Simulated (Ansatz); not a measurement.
A series of calculations on Sn3Se

**1. A change**

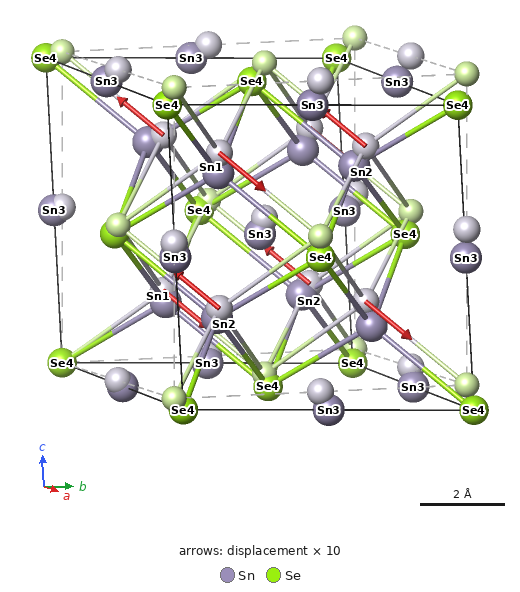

A symmetric starting cell of Sn$_{3}$Se, drawn pale, and a changed version of it, drawn solid. The red arrows show how the atoms are displaced (without the part that the change of the cell carries along), magnified 10 times. Besides, the cell is strained by +5.8 % along [1 1 −1] and −6.2 % across it (volume −7.0 %). Style: ball-and-stick. Shown: the conventional cell (4 times the calculation's cell), slightly off an axis. Lengths and directions refer to the drawn axes.

These are results of DFT PBE, scalar-relativistic, plane waves, PAW (Ansatz), not measurements. (plane-wave cutoff 420 eV; k-point mesh 9 × 9 × 10; occupations gaussian; smearing width 0.1 eV; no spin polarisation)

Describe the displacements and the computed response.

The Sn atoms are displaced by 0.15 Å relative to the cell: Sn2 0.15 Å along [−1 −1 1]. No relaxation follows. The starting cell wasn't computed here and needn't be at equilibrium, so pressure and forces aren't due to the change alone. Among the bonded contacts that change: Se–Sn 3.233 → 3.136 to 3.270 Å. The space group (tolerance 0.01 Å) goes from Fm-3m (No. 225) to R-3m (No. 166). The pressure is 5.5 GPa (not all of it need come from the change, since the unchanged cell can be under pressure at this level too). The principal stresses (compression positive) are 3.4 GPa along [1 1 −1] and 6.6 GPa across it. The largest forces, 0.65 eV/Å, act on Sn1 and Sn2; on Sn1 it points along [−1 −1 1]. The forces point straight back along the displacements (cosine −1.00).

**2. A change**

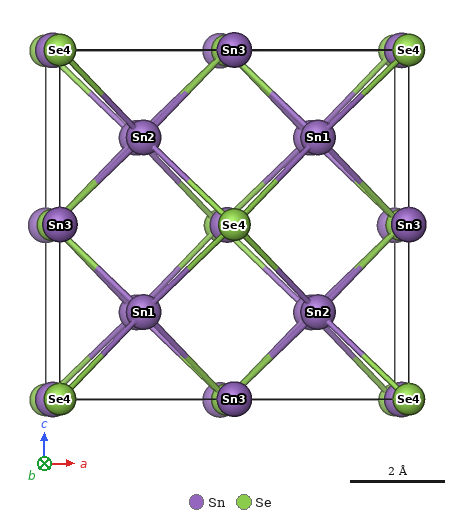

Reference structure: a symmetric starting cell of Sn3Se. The picture is a ball-and-stick view of the conventional cell (4 times the calculation's cell), seen from a free direction. Lengths and directions refer to the drawn axes.

Method: DFT r2SCAN, scalar-relativistic, plane waves, PAW (Ansatz 0.2.0). Set-up: plane-wave cutoff 500 eV; k-point mesh 10 × 10 × 10; occupations gaussian; smearing width 0.1 eV; no spin polarisation.

The variant: All lengths are scaled by +1.6 % (volume +5.0 %), the atoms keeping their fractional coordinates. No relaxation follows. The starting cell wasn't computed here and needn't be at equilibrium, so pressure and forces aren't due to the change alone.

Input
```yaml
crystal:
  lattice:
    - [0.0, 3.7942868004, 3.7942868004]
    - [3.7942868004, 0.0, 3.7942868004]
    - [3.7942868004, 3.7942868004, 0.0]
  atoms:
    - { symbol: Sn, position: [0.25, 0.25, 0.25] }
    - { symbol: Sn, position: [0.75, 0.75, 0.75] }
    - { symbol: Sn, position: [0.5, 0.5, 0.5] }
    - { symbol: Se, position: [0.0, 0.0, 0.0] }
basis:
  ecutwfc: 500
kpoints:
  mp_grid: { grid: [10, 10, 10] }
hamiltonian:
  xc: r2scan
scf:
  occupations: { method: gaussian, width: 0.1 }
output:
  forces: true
  stress: true
  eigenvalues: true
```

> What does the calculation give for the changed structure?

Among the bonded contacts that change: Se–Sn 3.233 → 3.286 Å. The space group stays Fm-3m (No. 225). The pressure is −3.3 GPa (not all of it need come from the change, since the unchanged cell can be under pressure at this level too). All forces vanish by symmetry.

The changed structure in the same view:

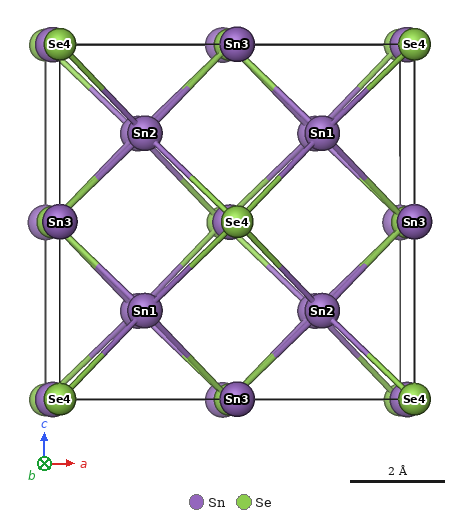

**3. Distortion**

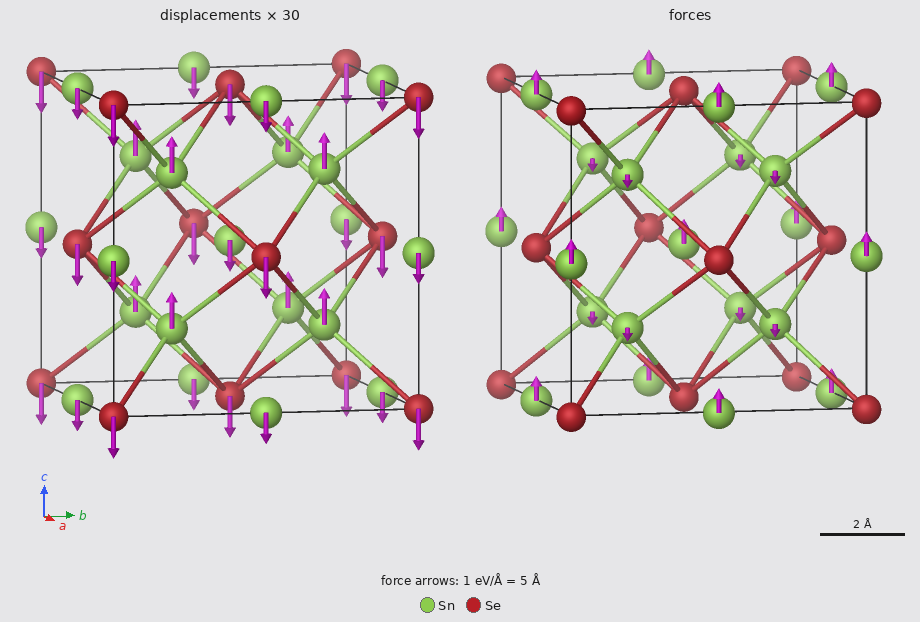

Left: a symmetric starting cell of Sn3Se, with purple arrows for the displacements applied to it (without the part that the change of the cell carries along). Right: the displaced structure with the computed forces. Besides, the cell is strained by −1.7 % along c and −3.2 % across it (volume −7.9 %). The picture is a ball-and-stick view of the conventional cell (4 times the calculation's cell), seen slightly off an axis. Lengths and directions refer to the drawn axes.

All numbers below come from DFT PBE, scalar-relativistic, plane waves, PAW (Ansatz). (plane-wave cutoff 420 eV; k-point mesh 10 × 10 × 10; occupations gaussian; smearing width 0.1 eV; no spin polarisation)

Question: How do the forces relate to the distortion?

Answer: Atoms are displaced by 0.03 Å relative to the cell: Se 0.03 Å along −c. No relaxation follows. The starting cell wasn't computed here and needn't be at equilibrium, so pressure and forces aren't due to the change alone. Near-neighbour distances before and after: Se–Sn 3.233 → 3.109 to 3.183 Å. The space group (tolerance 0.01 Å) goes from Fm-3m (No. 225) to I4mm (No. 107). The pressure is 4.9 GPa (not all of it need come from the change, since the unchanged cell can be under pressure at this level too). The principal stresses (compression positive) are 4.7 GPa along c and 5.1 GPa across it. The largest force is 0.12 eV/Å, on a Sn atom. The forces mostly point back along the displacements (cosine −0.81).
